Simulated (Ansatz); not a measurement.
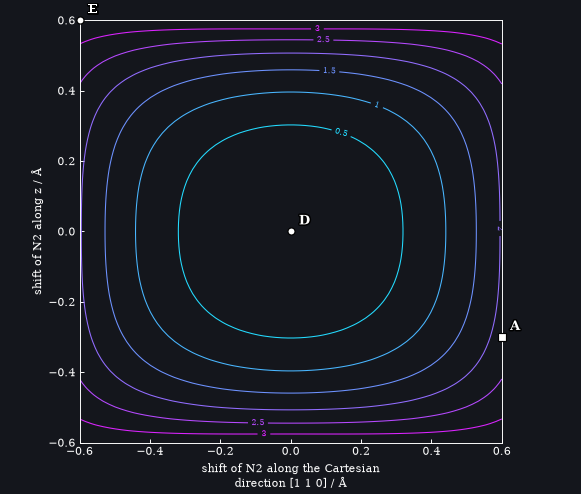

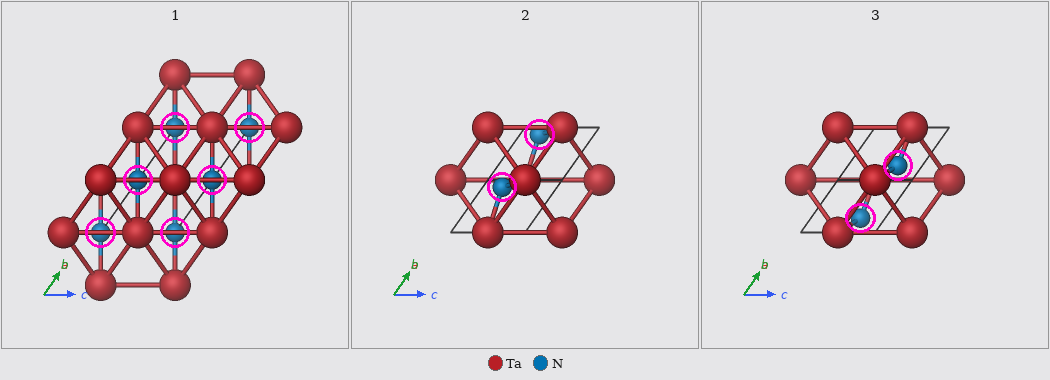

TaN (Fm-3m, No. 225; 2 atoms in the cell). Atom N2 is moved over a plane while all other atoms and the cell stay fixed (its periodic images move with it) (x, y and z along the cube axes). First axis: shift of N2 along the Cartesian direction [1 1 0]. Second axis: shift of N2 along z. The grid has 5 × 5 points; 9 points were computed and 16 follow by symmetry. Points are written as (first, second). Energies are in eV per cell, from the lowest grid point. These are results of DFT PBEsol, scalar-relativistic, plane waves, PAW in Ansatz, not measurements. Settings: cutoff 420 eV, k-mesh 24×24×24, gaussian smearing 0.15 eV, no spin polarisation.

Drawn: contour lines labelled in eV, lettered points. Between grid points the surface is interpolated. The numbered pictures are the structures at these points, in random order. Rings mark the moved atoms.

**Which structure belongs to which point?**

A is structure 2: (0.6 Å, −0.3 Å), 2.21 eV; D is structure 1: (0.0 Å, 0.0 Å), 0.00 eV; E is structure 3: (−0.6 Å, 0.6 Å), 3.45 eV.
